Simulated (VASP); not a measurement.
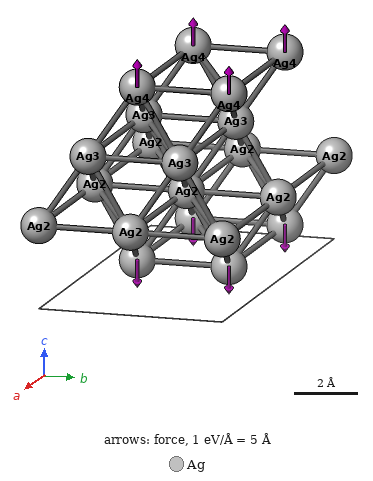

Starting geometry of a slab of composition Ag with the computed forces as purple arrows. A ball-and-stick model of the 2 × 2 repeat of the cell, outlined in the plane, without the vacuum, seen from a free direction.

The run lets the atoms move in a fixed cell.

The calculation used Kohn-Sham DFT of a periodic cell, PBE with D3(BJ), VASP PAW PBE potentials, recommended in VASP 6.6.1.

The input:
```
SYSTEM = Ag
PREC     = Accurate       ! precision mode
ENCUT    = 520            ! plane-wave cutoff, eV
EDIFF    = 1E-7           ! SCF threshold, eV
ISMEAR   = 1              ! smearing method
SIGMA    = 0.1            ! smearing width, eV
LREAL    = .FALSE.        ! projectors in reciprocal space
LASPH    = .TRUE.         ! aspherical terms in the spheres
NELM     = 120            ! most SCF steps
ALGO     = Normal         ! electronic algorithm
ISIF     = 2              ! what is computed and relaxed
LWAVE    = .FALSE.        ! write WAVECAR
LCHARG   = .FALSE.        ! write CHGCAR
LDIPOL   = .TRUE.       
IDIPOL   = 3            
DIPOL    = 0.5 0.5 0.500
GGA      = PE             ! functional
IVDW     = 12             ! dispersion correction
IBRION   = 2              ! ionic algorithm
NSW      = 90             ! ionic steps
EDIFFG   = -0.02          ! ionic threshold
KPAR     = 2
```

Launched with:
```bash
cat potpaw_PBE.64/Ag/POTCAR > POTCAR
mpirun -np 2 vasp_std > vasp.out
```

Q: What follows when this structure is relaxed?

A: It isn't relaxed: the largest force vector, on Ag atoms, is 0.22 eV/Å. The atoms end up moving mostly along the starting forces (cosine between the two patterns 0.96). The largest moves relative to the layer's centre, 0.090 Å, are those of Ag atoms. The cell stays as it was. Some distances before and after: Ag–Ag 2.830 → 2.879 Å. Over 6 geometry steps the energy falls by 19.2 meV per cell of the calculation. Largest force component: 0.22 eV/Å at the start, 0.013 eV/Å at the end.
